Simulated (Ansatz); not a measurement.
# A series of single points on MgO

System: MgO (2 atoms in the cell).
Method: DFT LDA, scalar-relativistic, plane waves, PAW, no spin polarisation (Ansatz 0.2.0).

The 8 runs differ only in the geometry, by a shift of atoms along one path in a fixed cell. The shift s is measured from run 5: O2 moves along the Cartesian direction (0.00, 0.00, 1.00). The structure derives from an entry of the Crystallography Open Database.

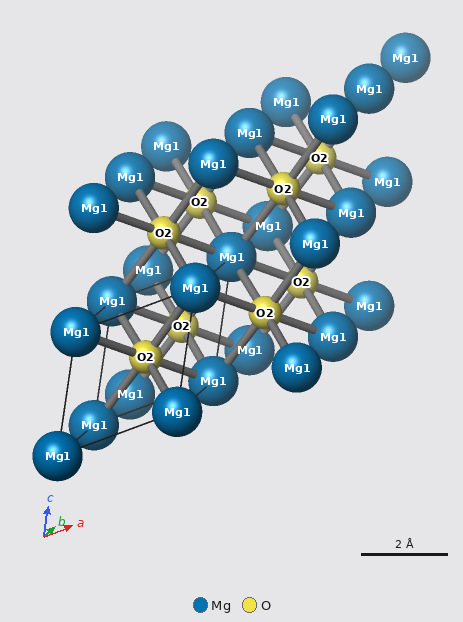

Figure 1. The structure of run 5 (ball-and-stick view of the cell of the calculation, repeated 2 × 2 × 2, seen slightly off an axis; atoms are numbered from 1 in the order of the input).

## Input of run 5
```yaml
crystal:
  lattice:
    - [0.0, 2.13515, 2.13515]
    - [2.13515, 0.0, 2.13515]
    - [2.13515, 2.13515, 0.0]
  atoms:
    - { symbol: Mg, position: [0.0, 0.0, 0.0] }
    - { symbol: O, position: [0.5087815844, 0.5087815844, 0.4912184156] }
basis:
  ecutwfc: 420
kpoints:
  mp_grid: { grid: [10, 10, 10] }
hamiltonian:
  xc: lda
scf:
  occupations: { method: gaussian, width: 0.05 }
output:
  forces: true
  stress: true
  eigenvalues: true
```

Run 2 differs from it as follows:
```diff
-    - { symbol: O, position: [0.5087815844, 0.5087815844, 0.4912184156] }
+    - { symbol: O, position: [0.4882912208, 0.4882912208, 0.5117087792] }
```

## Results, with one run withheld

```tsv
run	shift s of O2 (Å)	free energy per atom, from the lowest run given (meV)	pressure (GPa)	gap on the mesh (eV)	force along the path (eV/Å)
1	−0.1375	10.12	−10.76	4.26	0.428
2	−0.0875	?	?	?	?
3	−0.0250	0.00	−11.57	4.27	−0.049
4	−0.0125	0.46	−11.53	4.27	−0.099
5	0.0000	1.24	−11.47	4.27	−0.150
6	0.0250	3.76	−11.27	4.26	−0.254
7	0.0375	5.52	−11.12	4.26	−0.310
8	0.0500	7.64	−10.96	4.26	−0.367
```

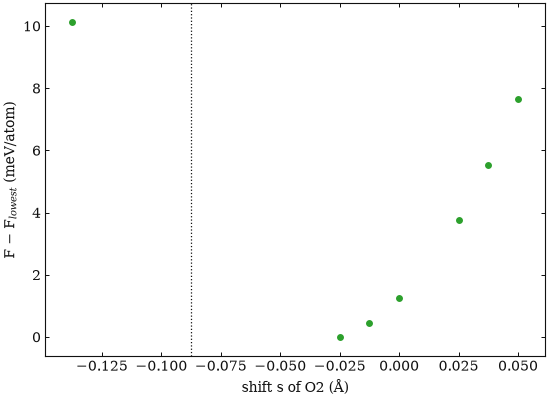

Figure 2. Free energy per atom of the runs given; the dotted line marks run 2.

Fit the runs given and predict run 2.

A cubic polynomial in the coordinate, fitted to the 7 runs given, misses them by at most 0.01 meV per atom. With x = s + 0.0089, it reads F = 0.64545 + 56.348 x + 1042.9 x² + 247.51 x³ (meV per atom). At run 2 it gives 2.54 meV per atom, and the run itself gives 2.34. The slope of the fit gives a force −dF/ds of 0.206 eV/Å along the path (summed over the atoms that move), and the printed forces give 0.201 eV/Å. The fit has its minimum at s = −0.0362 Å.

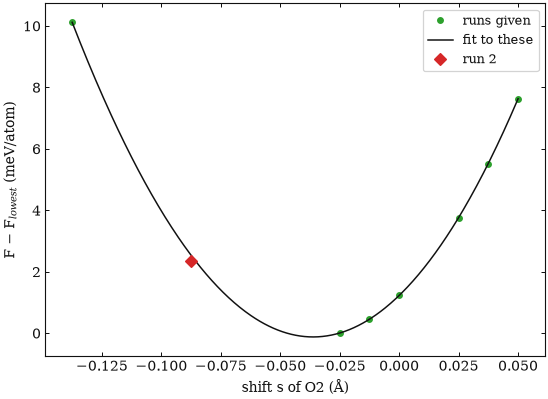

Figure 3. The fit and the withheld run.

## Output, shortened to warnings, some set-up lines, iterations and results (run 2)
```
Basis set: ecut = 420 eV, 339 PW (Γ)
Symmetry: 8 space group operations
k-points: 102 of 1000 (time reversal used)
Initial density: superposition of atomic densities (neutral atoms: chi_scale 0, normalization atom), corrected by the library's trained network
[...]
SCF iter   1: F=—  HF=-2460.019748 eV  |F-HF|=—  |Δ(HF+E_count)|=         —  Δρ=1.67e-2  dr2=4.41e-2  ethr=1.77e-3  ⟨swp⟩=5.7  Hψ=7022  notcnv=0
SCF iter   2: F=—  HF=-2460.005013 eV  |F-HF|=—  |Δ(HF+E_count)|=   1.47e-2  Δρ=5.26e-3  dr2=5.15e-3  ethr=2.76e-4  ⟨swp⟩=2.0  Hψ=2440  notcnv=0
SCF iter   3: F=—  HF=-2460.003305 eV  |F-HF|=—  |Δ(HF+E_count)|=   1.71e-3  Δρ=8.25e-4  dr2=8.05e-5  ethr=3.22e-5  ⟨swp⟩=2.7  Hψ=1858  notcnv=0
SCF iter   4: F=—  HF=-2460.003273 eV  |F-HF|=—  |Δ(HF+E_count)|=   3.16e-5  Δρ=8.90e-5  dr2=6.14e-7  ethr=5.03e-7  ⟨swp⟩=2.2  Hψ=1795  notcnv=0
SCF iter   5: F=-2460.003273 eV  HF=-2460.003273 eV  |F-HF|=2.28e-9  |Δ(HF+E_count)|=   4.64e-7  Δρ=1.69e-5  dr2=2.26e-8  ethr=3.84e-9  ⟨swp⟩=2.0  Hψ=2026  notcnv=0
SCF iter   6: F=-2460.003273 eV  HF=-2460.003273 eV  |F-HF|=3.62e-10  |Δ(HF+E_count)|=   4.17e-9  Δρ=2.61e-6  dr2=8.60e-10  ethr=1.41e-10  ⟨swp⟩=2.0  Hψ=4167  notcnv=0
SCF 1 converged in 6 iterations: F = -2460.003273 eV  dr2 = 8.60e-10
SCF converged after 6 iterations
Free energy (F): -2460.003273 eV
Harris-Foulkes:  -2460.003273 eV  (|F-HF|=3.62e-10)
Internal energy: -2460.003273 eV  (E = F + TS)
E sigma→0 (E₀):  -2460.003273 eV
Fermi energy:    9.391993 eV
--- Per-component energies (eV) ---
  E_band       = -304.054250
  E_kinetic    = 253.460625
  E_local      = -1627.579999  (includes V_loc(G=0)·N_el)
  E_nonlocal   = 145.442471
  E_hartree    = 561.291634
  E_xc         = -103.227923
  E_vxc        = -133.221639  (∫ρ·V_xc dr)
  E_paw        = -418.090350  (= ΣΔE_a)
  E_vpaw       = -64.740906  (= ΣTr[D̂ρ^β])
  E_aug_tail   = 0.002502  (compensation charges beyond the density's cutoff)
  E_ewald      = -1271.549634
  E_core_change = 0.247401  (= ΣΔE_core)
  E_smearing   = -0.000000  (= −TS)
  E_closure    = 0.000000  (closes the sum)
  Σ components = -2460.003273   (vs F -2460.003273, Δ=0.00e0)
--- Forces (eV/Å), atoms counted from 1 ---
  atom   1  Mg    -0.00000000    -0.00000000    -0.20126070
  atom   2  O      0.00000000     0.00000000     0.20126318
  max |Σ_I F_I| component: 2.48e-6 eV/Å
--- Stress (GPa, compression-positive) ---
      -11.621373       0.000000       0.000000
        0.000000     -11.621373       0.000000
        0.000000       0.000000     -10.900767
  P = ⅓ Tr σ = -11.3812 GPa (-113.812 kbar)
```
